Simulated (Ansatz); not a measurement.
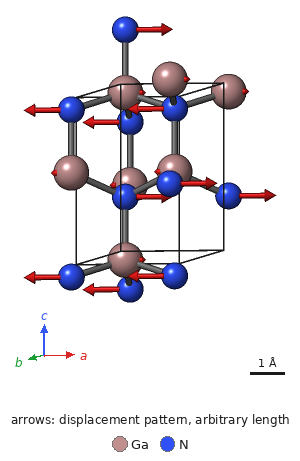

Phonons of solid GaN relaxed at 7 GPa, at the zone centre. The optical levels lie at 138 (×2), 347, 567, 588 (×2), 599 (×2), 728 cm⁻¹. One mode is drawn. Displacements are drawn as red arrows; their common scale and sign are arbitrary. The picture is a ball-and-stick view of the cell of the calculation, seen from a free direction.

These are results of DFT LDA, scalar-relativistic, plane waves, PAW (Ansatz), not measurements. Set-up: plane-wave cutoff 420 eV; k-point mesh 12 × 12 × 6; occupations fixed; target pressure 7 GPa; no spin polarisation.

Frequencies are those without the non-analytic (LO–TO) term.

> To which level does it belong?

The level at 599 cm⁻¹. This is the E₂ mode (doubly degenerate; one member of the set is drawn), optical level 5 of 6, counted from below, Raman-active by symmetry. All motion is along a; atoms of one kind move against one another, with no net shift of any sublattice; it stretches the shortest Ga–N bonds (1.91 Å); the kinetic energy is shared as N 87 %, Ga 13 %.
